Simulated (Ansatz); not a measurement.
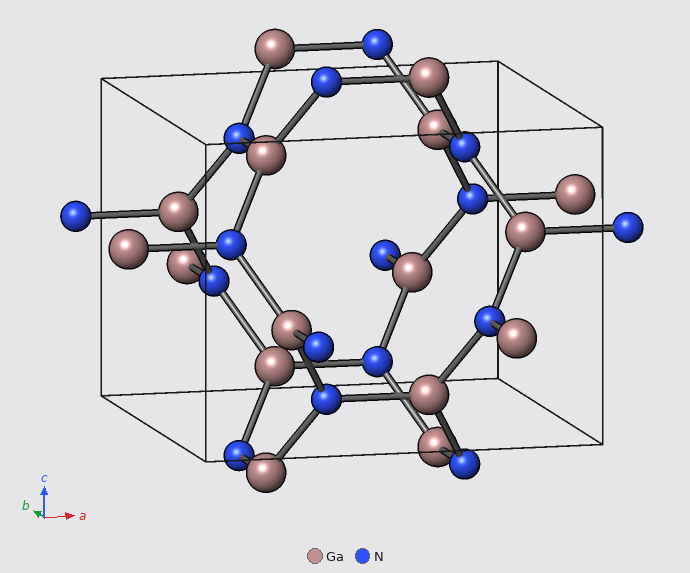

Ball-and-stick drawing of the structure, looking slightly off an axis. The edges of the conventional unit cell are marked. Periodic images bonded to atoms of the box are shown as well. Cell: a = 7.17 Å, b = 7.17 Å, c = 5.62 Å, α = 90.00°, β = 90.00°, γ = 90.00°.

Starting structure: a structure type filled with these elements by a generator (whether the compound takes this form wasn't checked). Earlier steps of the study may have refined or changed the cell and positions. Ansatz was used for an electronic-structure calculation on it.

Q: Explain the picture.

A: The structure is one of GaN. Space group: I-42d (No. 122). Lattice: body-centred tetragonal. The cell has 16 atoms, namely 8 Ga, 8 N. The coordination shell of Ga holds three N in a trigonal planar arrangement at about 1.9 Å. The N atoms are each bonded to three Ga in a trigonal planar arrangement at about 1.9 Å. The bonds build a three-dimensional framework.

Electronic-structure method: DFT PBE, scalar-relativistic, plane waves, PAW in Ansatz 0.2.0. Parameters: plane-wave cutoff 420 eV, k-points about 0.24 Å⁻¹ apart, Gaussian smearing of 0.02 eV, no spin polarisation.

Q: Is it conducting or gapped at this level?

A: A semiconductor at this level, with a gap of 1.30 eV, indirect.

Q: What charge does Bader's analysis assign to each element?

A: Ga +1.55 e; N -1.55 e.

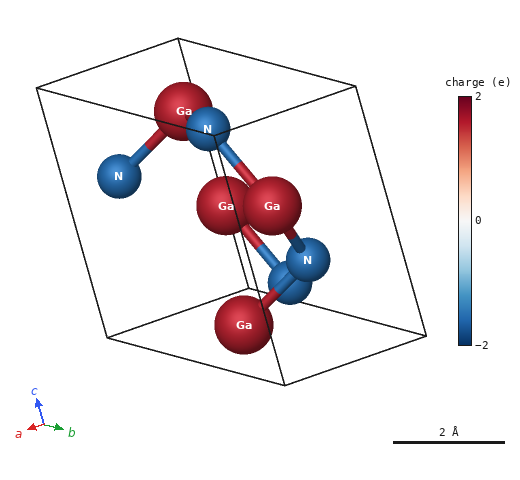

The atoms coloured by those charges. The run's cell of 8 atoms is drawn in a reduced setting, so axes and origin can differ from the first picture.

Q: Do the forces and the stress vanish for this geometry?

A: Yes. All forces vanish to within 0.01 eV/Å. The pressure is 0.0 GPa, close to zero.
